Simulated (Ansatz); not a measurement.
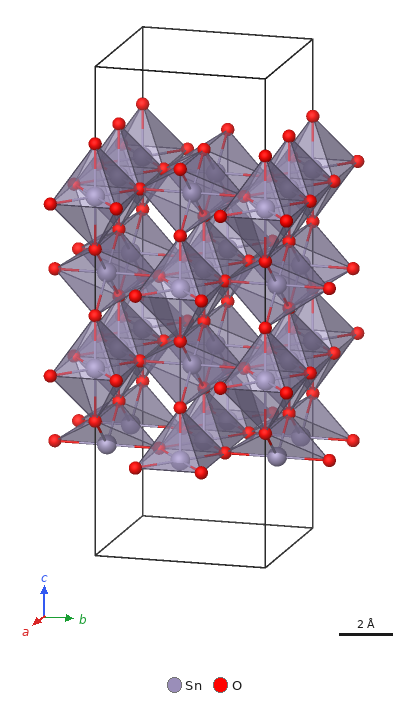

The structure as given in the input (polyhedral view of the 2 × 1 repeat of the cell, with the vacuum cut short, seen slightly off an axis; polyhedra are completed across the faces of the cell). An atom can appear more than once, as a periodic image.

**SnO₂: geometry relaxation (part 1 of 3)**

System: SnO₂ (slab, 24 atoms in the cell).
Method: DFT PBEsol, scalar-relativistic, plane waves, PAW, no spin polarisation (Ansatz 0.2.0).

The structure derives from an entry of the Crystallography Open Database. It belongs to a series of runs on one base structure; here: (1 1 0) slab, atoms relaxed.

The program's output:
```
Engine: ansatz 0.2.0, aarch64-unknown-linux-gnu
Pseudopotentials: kind: paw
Pseudopotential: Sn, paw, valence charge 14, recommended cutoff 420 eV (normal), Sn.paw.azcp
Pseudopotential: O, paw, valence charge 6, recommended cutoff 420 eV (normal), O.paw.azcp
Functional definition: PBEsol
  exchange = pbesol_x
  correlation = pbesol_c
Crystal: 24 atoms, lattice volume = 588.854 Å³
Basis set: ecut = 420 eV, 11587 PW (Γ), exchange–correlation on 48×96×384 points (8 copies of the dense FFT grid, shifted against one another)
Bands: 128, of which v1, the nominal top of the filled ones, is band 104 counted from 1 (103 counted from 0)
Symmetry: 4 space group operations
Space group: Pmm2 (ITA 25), of the structure as read, at distance tolerance 8.4e-5 Å
k-points: 15 of 32
Non-local potential: Sn, projectors of the file, l = 0: 2, l = 1: 2, l = 2: 2, l = 3: 2
Non-local potential: O, projectors of the file, l = 0: 2, l = 1: 2, l = 2: 1
PAW form: soft (Blöchl's): semilocal exchange-correlation on the pseudo side does not see the compensation charge
PAW frozen core: Sn, regenerated for the run's functional, and the local potential with it (the file was generated under x = pbe(κ = 0.804, μ = 0.2195149727645171), c = pbe(β = 0.06672455060314922))
PAW frozen core: O, regenerated for the run's functional, and the local potential with it (the file was generated under x = pbe(κ = 0.804, μ = 0.2195149727645171), c = pbe(β = 0.06672455060314922))
PAW one-centre angular grid: Sn, 590 points (default); XC on 64 Gauss nodes
PAW one-centre angular grid: O, 110 points (default); XC on 64 Gauss nodes
Initial density: superposition of atomic densities (neutral atoms: chi_scale 0, normalization atom), corrected by the library's trained network
Initial wavefunctions: pseudopotential atomic-orbital guess
Functional: x = pbesol(κ = 0.804, μ = 0.12345679012345678), c = pbesol(β = 0.046)
SCF iter   1: F=—  HF=-56563.750995 eV  |F-HF|=—  |Δ(HF+E_count)|=         —  Δρ=1.57e-2  dr2=9.62e0  ethr=1.77e-3  p=-0.622 e·Å  D=-1.91e-1 V/Å  ΔV_dip=5.20 eV  dr2_dipole=7.28e0  V_vac-E_F(+/−)=9.33/4.13 eV  ⟨swp⟩=7.1  Hψ=8474  notcnv=0  defer=189
efield: sawtooth ramp at fractional position 0.9800 (placed from the atoms, in the widest stretch of the axis that holds none; the zero of the levels goes with the place), width 0.0400; the density the first Hamiltonian is built on has a dipole p = -0.622 e·Å; the dipole correction subtracts the counter field D = -1.91e-1 V/Å, which shifts the + side's vacuum level by +5.20 eV against the − side's; the planar-averaged density in the ramp window peaks in size at 1.5e-5 e/Å³
preconditioner: auto → LDOS  [insulator: Δε(μ)=0.058 eV  Ē_g=18.132 eV  σ=0.050 eV  W_gap=0.59  n_scr=128 (ndim 8)  ℏωp=22.1 eV  f_vac=0.472  D(μ)=9.83/eV (n_scr^D=40)  ε∞_Penn≈2.5  β→1.0]
SCF iter   2: F=—  HF=-56565.852343 eV  |F-HF|=—  |Δ(HF+E_count)|=    2.10e0  Δρ=4.82e-2  dr2=1.18e2  ethr=1.77e-3  p=-0.861 e·Å  D=-2.64e-1 V/Å  ΔV_dip=7.19 eV  dr2_dipole=9.70e1  V_vac-E_F(+/−)=9.53/2.34 eV  ⟨swp⟩=3.3  Hψ=4085  notcnv=0  defer=240  recentre
SCF iter   3: F=—  HF=-56563.443784 eV  |F-HF|=—  |Δ(HF+E_count)|=    2.41e0  Δρ=5.59e-3  dr2=9.80e-1  ethr=1.77e-3  p=-0.643 e·Å  D=-1.98e-1 V/Å  ΔV_dip=5.37 eV  dr2_dipole=4.88e-1  V_vac-E_F(+/−)=9.39/4.02 eV  ⟨swp⟩=2.9  Hψ=3769  notcnv=0  defer=235
SCF iter   4: F=—  HF=-56563.386962 eV  |F-HF|=—  |Δ(HF+E_count)|=   5.68e-2  Δρ=4.80e-3  dr2=1.68e-1  ethr=4.71e-4  p=-0.665 e·Å  D=-2.04e-1 V/Å  ΔV_dip=5.56 eV  dr2_dipole=1.54e-3  V_vac-E_F(+/−)=9.43/3.87 eV  ⟨swp⟩=2.1  Hψ=2181  notcnv=0  defer=245
SCF iter   5: F=—  HF=-56563.381430 eV  |F-HF|=—  |Δ(HF+E_count)|=   5.53e-3  Δρ=5.42e-3  dr2=2.50e-1  ethr=8.07e-5  p=-0.674 e·Å  D=-2.07e-1 V/Å  ΔV_dip=5.63 eV  dr2_dipole=1.14e-1  V_vac-E_F(+/−)=9.44/3.81 eV  ⟨swp⟩=2.1  Hψ=2640  notcnv=0  defer=255
SCF iter   6: F=—  HF=-56563.370814 eV  |F-HF|=—  |Δ(HF+E_count)|=   1.06e-2  Δρ=2.57e-3  dr2=9.00e-2  ethr=8.07e-5  p=-0.675 e·Å  D=-2.07e-1 V/Å  ΔV_dip=5.64 eV  dr2_dipole=4.01e-2  V_vac-E_F(+/−)=9.46/3.82 eV  ⟨swp⟩=2.0  Hψ=1938  notcnv=0  defer=256
SCF iter   7: F=—  HF=-56563.375278 eV  |F-HF|=—  |Δ(HF+E_count)|=   4.46e-3  Δρ=1.89e-3  dr2=6.07e-2  ethr=4.33e-5  p=-0.674 e·Å  D=-2.07e-1 V/Å  ΔV_dip=5.63 eV  dr2_dipole=2.52e-2  V_vac-E_F(+/−)=9.48/3.85 eV  ⟨swp⟩=1.8  Hψ=1799  notcnv=0  defer=253
SCF iter   8: F=—  HF=-56563.377246 eV  |F-HF|=—  |Δ(HF+E_count)|=   1.97e-3  Δρ=1.83e-3  dr2=3.79e-2  ethr=2.92e-5  p=-0.676 e·Å  D=-2.08e-1 V/Å  ΔV_dip=5.64 eV  dr2_dipole=1.79e-2  V_vac-E_F(+/−)=9.48/3.84 eV  ⟨swp⟩=1.9  Hψ=2092  notcnv=0  defer=253
SCF iter   9: F=—  HF=-56563.376535 eV  |F-HF|=—  |Δ(HF+E_count)|=   7.11e-4  Δρ=1.63e-3  dr2=4.57e-2  ethr=1.82e-5  p=-0.677 e·Å  D=-2.08e-1 V/Å  ΔV_dip=5.66 eV  dr2_dipole=2.79e-2  V_vac-E_F(+/−)=9.48/3.83 eV  ⟨swp⟩=2.0  Hψ=2017  notcnv=0  defer=248
SCF iter  10: F=—  HF=-56563.377169 eV  |F-HF|=—  |Δ(HF+E_count)|=   6.34e-4  Δρ=8.38e-4  dr2=2.07e-2  ethr=1.82e-5  p=-0.678 e·Å  D=-2.08e-1 V/Å  ΔV_dip=5.66 eV  dr2_dipole=1.52e-2  V_vac-E_F(+/−)=9.49/3.83 eV  ⟨swp⟩=1.8  Hψ=1993  notcnv=0  defer=246
SCF iter  11: F=—  HF=-56563.377360 eV  |F-HF|=—  |Δ(HF+E_count)|=   1.91e-4  Δρ=2.83e-4  dr2=2.14e-3  ethr=9.96e-6  p=-0.677 e·Å  D=-2.08e-1 V/Å  ΔV_dip=5.66 eV  dr2_dipole=1.41e-3  V_vac-E_F(+/−)=9.49/3.84 eV  ⟨swp⟩=1.7  Hψ=1884  notcnv=0  defer=248
SCF iter  12: F=—  HF=-56563.377485 eV  |F-HF|=—  |Δ(HF+E_count)|=   1.25e-4  Δρ=1.18e-4  dr2=2.04e-4  ethr=1.03e-6  p=-0.677 e·Å  D=-2.08e-1 V/Å  ΔV_dip=5.66 eV  dr2_dipole=4.45e-5  V_vac-E_F(+/−)=9.49/3.84 eV  ⟨swp⟩=2.0  Hψ=2444  notcnv=0  defer=250
SCF iter  13: F=—  HF=-56563.377518 eV  |F-HF|=—  |Δ(HF+E_count)|=   3.28e-5  Δρ=6.05e-5  dr2=8.16e-5  ethr=9.80e-8  p=-0.677 e·Å  D=-2.08e-1 V/Å  ΔV_dip=5.65 eV  dr2_dipole=2.12e-5  V_vac-E_F(+/−)=9.49/3.84 eV  ⟨swp⟩=1.5  Hψ=1991  notcnv=0  defer=250
SCF iter  14: F=—  HF=-56563.377524 eV  |F-HF|=—  |Δ(HF+E_count)|=   5.39e-6  Δρ=7.55e-5  dr2=7.83e-5  ethr=3.92e-8  p=-0.677 e·Å  D=-2.08e-1 V/Å  ΔV_dip=5.66 eV  dr2_dipole=1.73e-5  V_vac-E_F(+/−)=9.49/3.84 eV  ⟨swp⟩=1.8  Hψ=1929  notcnv=0  defer=250
SCF iter  15: F=—  HF=-56563.377528 eV  |F-HF|=—  |Δ(HF+E_count)|=   4.16e-6  Δρ=3.48e-5  dr2=1.58e-5  ethr=3.76e-8  p=-0.677 e·Å  D=-2.08e-1 V/Å  ΔV_dip=5.66 eV  dr2_dipole=2.12e-6  V_vac-E_F(+/−)=9.49/3.84 eV  ⟨swp⟩=1.1  Hψ=1704  notcnv=0  defer=250
iter 16 did not close the SCF: its close was put off until two iterations running show no level that it waits for move by more than its bar (scf_convergence_deferred on its scf_iter line)
SCF iter  16: F=-56563.377536 eV  HF=-56563.377536 eV  |F-HF|=3.16e-7  |Δ(HF+E_count)|=   8.48e-6  Δρ=2.11e-5  dr2=4.61e-6  ethr=4.81e-9  p=-0.677 e·Å  D=-2.08e-1 V/Å  ΔV_dip=5.65 eV  dr2_dipole=1.83e-7  V_vac-E_F(+/−)=9.49/3.83 eV  ⟨swp⟩=29.5  Hψ=23386  notcnv=0
iter 17 did not close the SCF: its close was put off until two iterations running show no level that it waits for move by more than its bar (scf_convergence_deferred on its scf_iter line)
SCF iter  17: F=-56563.377540 eV  HF=-56563.377538 eV  |F-HF|=1.57e-6  |Δ(HF+E_count)|=   2.18e-6  Δρ=6.62e-6  dr2=4.00e-7  ethr=2.22e-9  p=-0.677 e·Å  D=-2.08e-1 V/Å  ΔV_dip=5.65 eV  dr2_dipole=2.13e-10  V_vac-E_F(+/−)=9.49/3.83 eV  ⟨swp⟩=15.0  Hψ=16985  notcnv=0
SCF iter  18: F=-56563.377540 eV  HF=-56563.377540 eV  |F-HF|=4.80e-7  |Δ(HF+E_count)|=   1.14e-6  Δρ=5.15e-6  dr2=2.75e-7  ethr=1.92e-10  p=-0.677 e·Å  D=-2.08e-1 V/Å  ΔV_dip=5.65 eV  dr2_dipole=4.01e-8  V_vac-E_F(+/−)=9.49/3.83 eV  ⟨swp⟩=14.0  Hψ=15680  notcnv=0
SCF 1 converged in 18 iterations: F = -56563.377540 eV  dr2 = 2.75e-7
  greatest PAW one-centre occupation: 0.997 electrons in one spin orbital (limit 2), on the Sn atom at site 18 (counted from 0), in its partial waves of l = 2
relax step   1: F+E_penalty+E_count = -56563.37754007 eV  Δ(F+E_penalty+E_count) = +0.000e0 eV  max|allowed force component| = 2.264e0 eV/Å  Δτ_max = 0.0000 Å  (18 SCF iters, dr2 threshold 1.00e-5 eV, accepted)
Initial density: handed on by an earlier stage of this run
Initial wavefunctions: those handed on with the density
iter 1 solved again at ethr=2.47e-4 eV; its pass at ethr=3.10e-3 eV (dr2=5.13e-1 eV) is discarded
SCF iter   1: F=—  HF=-56564.224416 eV  |F-HF|=—  |Δ(HF+E_count)|=         —  Δρ=1.03e-2  dr2=5.14e-1  ethr=2.47e-4  p=-0.677 e·Å  D=-2.08e-1 V/Å  ΔV_dip=5.65 eV  dr2_dipole=8.58e-3  V_vac-E_F(+/−)=9.53/3.88 eV  ⟨swp⟩=1.9  Hψ=7264  notcnv=0  defer=243
efield: sawtooth ramp at fractional position 0.9800 (handed on by an earlier solve), width 0.0400; the density the first Hamiltonian is built on has a dipole p = -0.677 e·Å; the dipole correction subtracts the counter field D = -2.08e-1 V/Å, which shifts the + side's vacuum level by +5.65 eV against the − side's; the planar-averaged density in the ramp window peaks in size at 2.3e-6 e/Å³
preconditioner: auto → LDOS  [metal: Δε(μ)=0.013 eV  Ē_g=18.037 eV  σ=0.050 eV  W_gap=0.15  n_scr=128 (ndim 8)  ℏωp=22.1 eV  f_vac=0.470  D(μ)=19.77/eV (n_scr^D=154)  β→1.0]
SCF iter   2: F=—  HF=-56564.346832 eV  |F-HF|=—  |Δ(HF+E_count)|=   1.22e-1  Δρ=7.30e-3  dr2=1.54e0  ethr=2.47e-4  p=-0.598 e·Å  D=-1.84e-1 V/Å  ΔV_dip=4.99 eV  dr2_dipole=1.37e-1  V_vac-E_F(+/−)=9.50/4.51 eV  ⟨swp⟩=4.3  Hψ=5541  notcnv=0  defer=261  recentre
SCF iter   3: F=—  HF=-56564.112827 eV  |F-HF|=—  |Δ(HF+E_count)|=   2.34e-1  Δρ=5.73e-3  dr2=6.46e-1  ethr=2.47e-4  p=-0.647 e·Å  D=-1.99e-1 V/Å  ΔV_dip=5.41 eV  dr2_dipole=3.23e-1  V_vac-E_F(+/−)=9.50/4.10 eV  ⟨swp⟩=3.8  Hψ=4796  notcnv=0  defer=251
SCF iter   4: F=—  HF=-56564.066175 eV  |F-HF|=—  |Δ(HF+E_count)|=   4.67e-2  Δρ=2.06e-3  dr2=3.91e-2  ethr=2.47e-4  p=-0.638 e·Å  D=-1.96e-1 V/Å  ΔV_dip=5.33 eV  dr2_dipole=2.11e-2  V_vac-E_F(+/−)=9.49/4.17 eV  ⟨swp⟩=2.7  Hψ=2463  notcnv=0  defer=251
SCF iter   5: F=—  HF=-56564.069293 eV  |F-HF|=—  |Δ(HF+E_count)|=   3.12e-3  Δρ=2.10e-3  dr2=4.40e-2  ethr=1.88e-5  p=-0.663 e·Å  D=-2.04e-1 V/Å  ΔV_dip=5.54 eV  dr2_dipole=5.96e-3  V_vac-E_F(+/−)=9.48/3.95 eV  ⟨swp⟩=2.7  Hψ=3102  notcnv=0  defer=251
SCF iter   6: F=—  HF=-56564.063808 eV  |F-HF|=—  |Δ(HF+E_count)|=   5.48e-3  Δρ=1.30e-3  dr2=2.25e-2  ethr=1.88e-5  p=-0.650 e·Å  D=-2.00e-1 V/Å  ΔV_dip=5.43 eV  dr2_dipole=1.22e-2  V_vac-E_F(+/−)=9.48/4.05 eV  ⟨swp⟩=2.0  Hψ=2576  notcnv=0  defer=251
SCF iter   7: F=—  HF=-56564.064175 eV  |F-HF|=—  |Δ(HF+E_count)|=   3.66e-4  Δρ=1.07e-3  dr2=1.57e-2  ethr=1.08e-5  p=-0.653 e·Å  D=-2.01e-1 V/Å  ΔV_dip=5.45 eV  dr2_dipole=8.56e-3  V_vac-E_F(+/−)=9.47/4.02 eV  ⟨swp⟩=1.3  Hψ=1991  notcnv=0  defer=248
SCF iter   8: F=—  HF=-56564.064127 eV  |F-HF|=—  |Δ(HF+E_count)|=   4.74e-5  Δρ=6.18e-4  dr2=3.57e-3  ethr=7.55e-6  p=-0.658 e·Å  D=-2.02e-1 V/Å  ΔV_dip=5.49 eV  dr2_dipole=6.27e-6  V_vac-E_F(+/−)=9.47/3.98 eV  ⟨swp⟩=1.8  Hψ=1873  notcnv=0  defer=248
SCF iter   9: F=—  HF=-56564.065007 eV  |F-HF|=—  |Δ(HF+E_count)|=   8.80e-4  Δρ=6.15e-4  dr2=4.64e-3  ethr=1.71e-6  p=-0.659 e·Å  D=-2.03e-1 V/Å  ΔV_dip=5.51 eV  dr2_dipole=9.49e-4  V_vac-E_F(+/−)=9.46/3.95 eV  ⟨swp⟩=2.8  Hψ=3400  notcnv=0  defer=248
SCF iter  10: F=—  HF=-56564.064507 eV  |F-HF|=—  |Δ(HF+E_count)|=   5.01e-4  Δρ=2.63e-4  dr2=9.28e-4  ethr=1.71e-6  p=-0.658 e·Å  D=-2.02e-1 V/Å  ΔV_dip=5.49 eV  dr2_dipole=3.88e-4  V_vac-E_F(+/−)=9.46/3.97 eV  ⟨swp⟩=2.1  Hψ=2949  notcnv=0  defer=248
SCF iter  11: F=—  HF=-56564.064611 eV  |F-HF|=—  |Δ(HF+E_count)|=   1.04e-4  Δρ=1.82e-4  dr2=3.00e-4  ethr=4.46e-7  p=-0.658 e·Å  D=-2.02e-1 V/Å  ΔV_dip=5.50 eV  dr2_dipole=2.30e-8  V_vac-E_F(+/−)=9.46/3.96 eV  ⟨swp⟩=1.9  Hψ=2082  notcnv=0  defer=251
SCF iter  12: F=-56564.064634 eV  HF=-56564.064632 eV  |F-HF|=1.78e-6  |Δ(HF+E_count)|=   2.11e-5  Δρ=6.57e-5  dr2=4.34e-5  ethr=4.81e-8  p=-0.658 e·Å  D=-2.02e-1 V/Å  ΔV_dip=5.50 eV  dr2_dipole=2.70e-6  V_vac-E_F(+/−)=9.46/3.96 eV  ⟨swp⟩=28.1  Hψ=24216  notcnv=0
SCF 2 converged in 12 iterations: F = -56564.064634 eV  dr2 = 4.34e-5
  greatest PAW one-centre occupation: 0.996 electrons in one spin orbital (limit 2), on the Sn atom at site 18 (counted from 0), in its partial waves of l = 2
relax step   2: F+E_penalty+E_count = -56564.06463353 eV  Δ(F+E_penalty+E_count) = -6.871e-1 eV  max|allowed force component| = 1.118e0 eV/Å  Δτ_max = 0.1650 Å  (12 SCF iters, dr2 threshold 1.00e-4 eV, accepted)
[... from here on the SCF iterations and repeated set-up lines of each step are left out, up to the last step ...]
SCF 3 converged in 16 iterations: F = -56564.251054 eV  dr2 = 2.89e-5
relax step   3: F+E_penalty+E_count = -56564.25105404 eV  Δ(F+E_penalty+E_count) = -1.864e-1 eV  max|allowed force component| = 9.324e-1 eV/Å  Δτ_max = 0.1580 Å  (16 SCF iters, dr2 threshold 7.81e-5 eV, accepted)
SCF 4 converged in 9 iterations: F = -56564.339952 eV  dr2 = 1.76e-5
relax step   4: F+E_penalty+E_count = -56564.33995184 eV  Δ(F+E_penalty+E_count) = -8.890e-2 eV  max|allowed force component| = 1.230e-1 eV/Å  Δτ_max = 0.0630 Å  (9 SCF iters, dr2 threshold 1.00e-4 eV, accepted)
SCF 5 converged in 13 iterations: F = -56564.342678 eV  dr2 = 6.27e-8
relax step   5: F+E_penalty+E_count = -56564.34267774 eV  Δ(F+E_penalty+E_count) = -2.726e-3 eV  max|allowed force component| = 5.663e-2 eV/Å  Δτ_max = 0.0148 Å  (13 SCF iters, dr2 threshold 9.46e-7 eV, accepted)
SCF 6 converged in 12 iterations: F = -56564.343299 eV  dr2 = 3.76e-8
relax step   6: F+E_penalty+E_count = -56564.34329931 eV  Δ(F+E_penalty+E_count) = -6.216e-4 eV  max|allowed force component| = 2.900e-2 eV/Å  Δτ_max = 0.0096 Å  (12 SCF iters, accepted)
SCF iter   1: F=—  HF=-56564.344116 eV  |F-HF|=—  |Δ(HF+E_count)|=         —  Δρ=8.89e-4  dr2=3.09e-2  ethr=4.11e-5  p=-0.603 e·Å  D=-1.85e-1 V/Å  ΔV_dip=5.04 eV  dr2_dipole=2.36e-2  V_vac-E_F(+/−)=9.40/4.36 eV  ⟨swp⟩=2.0  Hψ=3296  notcnv=0  defer=221
efield: sawtooth ramp at fractional position 0.9800 (handed on by an earlier solve), width 0.0400; the density the first Hamiltonian is built on has a dipole p = -0.603 e·Å; the dipole correction subtracts the counter field D = -1.85e-1 V/Å, which shifts the + side's vacuum level by +5.04 eV against the − side's; the planar-averaged density in the ramp window peaks in size at 2.8e-6 e/Å³
preconditioner: auto → LDOS  [metal: Δε(μ)=0.012 eV  Ē_g=18.085 eV  σ=0.050 eV  W_gap=0.14  n_scr=128 (ndim 8)  ℏωp=22.1 eV  f_vac=0.469  D(μ)=20.87/eV (n_scr^D=162)  β→1.0]
SCF iter   2: F=—  HF=-56564.343015 eV  |F-HF|=—  |Δ(HF+E_count)|=   1.10e-3  Δρ=3.15e-4  dr2=4.78e-4  ethr=1.49e-5  p=-0.603 e·Å  D=-1.85e-1 V/Å  ΔV_dip=5.04 eV  dr2_dipole=2.03e-4  V_vac-E_F(+/−)=9.40/4.37 eV  ⟨swp⟩=1.3  Hψ=2226  notcnv=0  defer=224
SCF iter   3: F=—  HF=-56564.343646 eV  |F-HF|=—  |Δ(HF+E_count)|=   6.31e-4  Δρ=6.98e-4  dr2=2.73e-3  ethr=2.30e-7  p=-0.603 e·Å  D=-1.85e-1 V/Å  ΔV_dip=5.04 eV  dr2_dipole=3.10e-4  V_vac-E_F(+/−)=9.40/4.36 eV  ⟨swp⟩=2.4  Hψ=3325  notcnv=0  defer=224
SCF iter   4: F=—  HF=-56564.343501 eV  |F-HF|=—  |Δ(HF+E_count)|=   1.45e-4  Δρ=3.71e-4  dr2=1.26e-3  ethr=2.30e-7  p=-0.603 e·Å  D=-1.85e-1 V/Å  ΔV_dip=5.04 eV  dr2_dipole=6.33e-4  V_vac-E_F(+/−)=9.40/4.36 eV  ⟨swp⟩=2.0  Hψ=3232  notcnv=0  defer=224
SCF iter   5: F=—  HF=-56564.343524 eV  |F-HF|=—  |Δ(HF+E_count)|=   2.27e-5  Δρ=1.06e-4  dr2=1.23e-4  ethr=2.30e-7  p=-0.603 e·Å  D=-1.85e-1 V/Å  ΔV_dip=5.04 eV  dr2_dipole=7.77e-5  V_vac-E_F(+/−)=9.40/4.36 eV  ⟨swp⟩=1.3  Hψ=1673  notcnv=0  defer=224
SCF iter   6: F=—  HF=-56564.343538 eV  |F-HF|=—  |Δ(HF+E_count)|=   1.45e-5  Δρ=2.90e-5  dr2=1.00e-5  ethr=5.92e-8  p=-0.603 e·Å  D=-1.85e-1 V/Å  ΔV_dip=5.04 eV  dr2_dipole=3.48e-6  V_vac-E_F(+/−)=9.40/4.36 eV  ⟨swp⟩=1.9  Hψ=1753  notcnv=0  defer=224
SCF iter   7: F=—  HF=-56564.343517 eV  |F-HF|=—  |Δ(HF+E_count)|=   2.10e-5  Δρ=2.56e-5  dr2=5.29e-6  ethr=4.83e-9  p=-0.603 e·Å  D=-1.85e-1 V/Å  ΔV_dip=5.04 eV  dr2_dipole=2.51e-7  V_vac-E_F(+/−)=9.40/4.36 eV  ⟨swp⟩=2.3  Hψ=3222  notcnv=0  defer=224
SCF iter   8: F=—  HF=-56564.343519 eV  |F-HF|=—  |Δ(HF+E_count)|=   1.55e-6  Δρ=1.31e-5  dr2=1.57e-6  ethr=2.54e-9  p=-0.603 e·Å  D=-1.85e-1 V/Å  ΔV_dip=5.04 eV  dr2_dipole=1.79e-7  V_vac-E_F(+/−)=9.40/4.36 eV  ⟨swp⟩=2.1  Hψ=2259  notcnv=0  defer=224
SCF iter   9: F=—  HF=-56564.343521 eV  |F-HF|=—  |Δ(HF+E_count)|=   1.81e-6  Δρ=5.49e-6  dr2=2.39e-7  ethr=7.54e-10  p=-0.603 e·Å  D=-1.85e-1 V/Å  ΔV_dip=5.04 eV  dr2_dipole=1.13e-8  V_vac-E_F(+/−)=9.40/4.36 eV  ⟨swp⟩=1.9  Hψ=2026  notcnv=0  defer=224
iter 10 did not close the SCF: its close was put off until two iterations running show no level that it waits for move by more than its bar (scf_convergence_deferred on its scf_iter line)
SCF iter  10: F=-56564.343521 eV  HF=-56564.343521 eV  |F-HF|=4.68e-7  |Δ(HF+E_count)|=   5.22e-8  Δρ=2.75e-6  dr2=6.50e-8  ethr=4.81e-11  p=-0.603 e·Å  D=-1.85e-1 V/Å  ΔV_dip=5.04 eV  dr2_dipole=1.23e-10  V_vac-E_F(+/−)=9.40/4.36 eV  ⟨swp⟩=20.7  Hψ=17633  notcnv=0
iter 11 did not close the SCF: its close was put off until two iterations running show no level that it waits for move by more than its bar (scf_convergence_deferred on its scf_iter line)
SCF iter  11: F=-56564.343521 eV  HF=-56564.343521 eV  |F-HF|=2.23e-7  |Δ(HF+E_count)|=   2.67e-7  Δρ=2.04e-6  dr2=3.46e-8  ethr=3.12e-11  p=-0.603 e·Å  D=-1.85e-1 V/Å  ΔV_dip=5.04 eV  dr2_dipole=2.03e-9  V_vac-E_F(+/−)=9.40/4.36 eV  ⟨swp⟩=12.1  Hψ=14435  notcnv=0
SCF iter  12: F=-56564.343521 eV  HF=-56564.343521 eV  |F-HF|=1.03e-7  |Δ(HF+E_count)|=   1.43e-7  Δρ=1.06e-6  dr2=8.92e-9  ethr=1.66e-11  p=-0.603 e·Å  D=-1.85e-1 V/Å  ΔV_dip=5.04 eV  dr2_dipole=8.19e-11  V_vac-E_F(+/−)=9.40/4.36 eV  ⟨swp⟩=12.3  Hψ=14373  notcnv=0
SCF 7 converged in 12 iterations: F = -56564.343521 eV  dr2 = 8.92e-9
relax step   7: F+E_penalty+E_count = -56564.34352138 eV  Δ(F+E_penalty+E_count) = -2.221e-4 eV  max|allowed force component| = 1.490e-2 eV/Å  Δτ_max = 0.0080 Å  (12 SCF iters, accepted)
```
